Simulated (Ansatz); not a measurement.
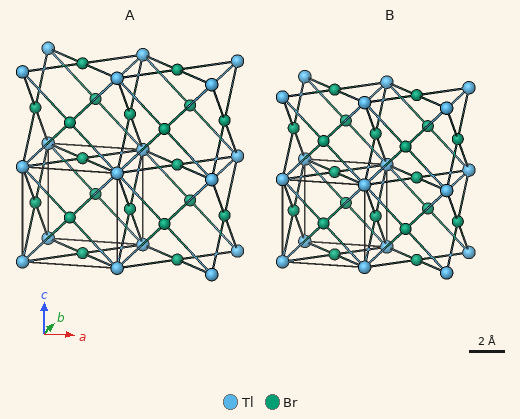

Two geometries of crystalline TlBr3 (built on the Cu3Au (L1_2)_221 type), drawn at one scale. One is the start of a relaxation, the other its converged end. A ball-and-stick model of the cell of the calculation, repeated 2 × 1 × 2 with one cell outlined, seen slightly off an axis.

These are results of DFT r2SCAN, scalar-relativistic, plane waves, PAW (Ansatz), not measurements. Settings: plane-wave cutoff 500 eV; k-point mesh 8 × 8 × 8; occupations gaussian; smearing width 0.1 eV; no spin polarisation; cell and atoms relaxed; force threshold 0.01 eV/Å; at most 80 steps.

Question: Which of the two is the end point?

Answer: Structure B is the relaxed one. Case: Cu3Au (L1_2) type (Pm-3m, No. 221). The atoms keep their places relative to the cell (all moves are under 0.005 Å). Cell: a = b = c 5.714 → 4.955 Å (−13.3 %). Volume −34.8 %. Among the contacts that change: Br–Tl 4.040 → 3.504 Å. The space group stays Pm-3m (No. 221). The energy falls by 248 meV per atom in 5 accepted moves (6 points after the start). All forces vanish by symmetry, so only the cell relaxes. Pressure: −3.01 GPa at the start and 0.00 GPa at the end. At 1 point the geometry stayed and the basis and grid were re-selected for the new cell (energy shift of 1.2 meV per atom at most each time).
